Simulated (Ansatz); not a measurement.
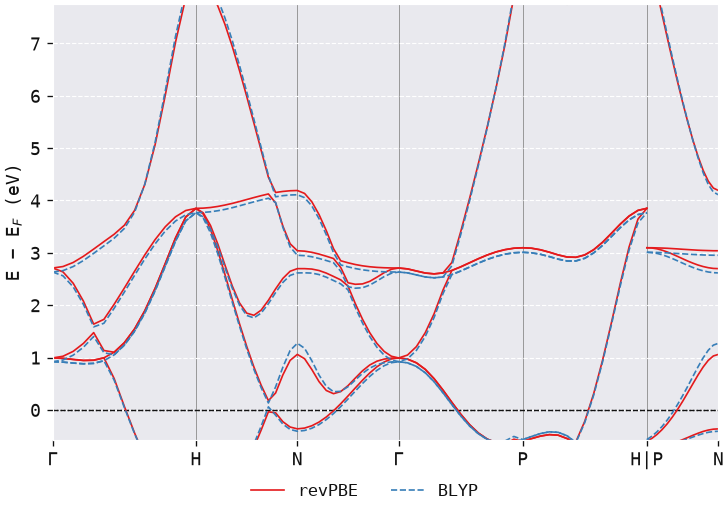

Band structures of bcc Ti, space group Im-3m (No. 229), 1 atom in the primitive cell (cubic a = 3.282 Å), by two methods on the same cell. Each is counted from its own Fermi level.

Question: What changes from one method to the other?

Answer: Both give a metal. Levels within 1 eV of the Fermi level differ by 0.05 eV on average and by 0.20 eV at most (between N and Γ).

Settings. revPBE: Ansatz PAW, no spin polarisation, no spin-orbit coupling, 11×11×11 k mesh, 420 eV cutoff, Fermi-Dirac smearing of 0.05 eV (Ansatz 0.2.0). BLYP: Ansatz PAW, no spin polarisation, no spin-orbit coupling, 11×11×11 k mesh, 420 eV cutoff, Fermi-Dirac smearing of 0.05 eV (Ansatz 0.2.0).

The PAW data sets were made with another functional. With so many states at the Fermi level a magnetic or distorted state may lie lower. This isn't the form of Ti at room conditions, which is hcp.
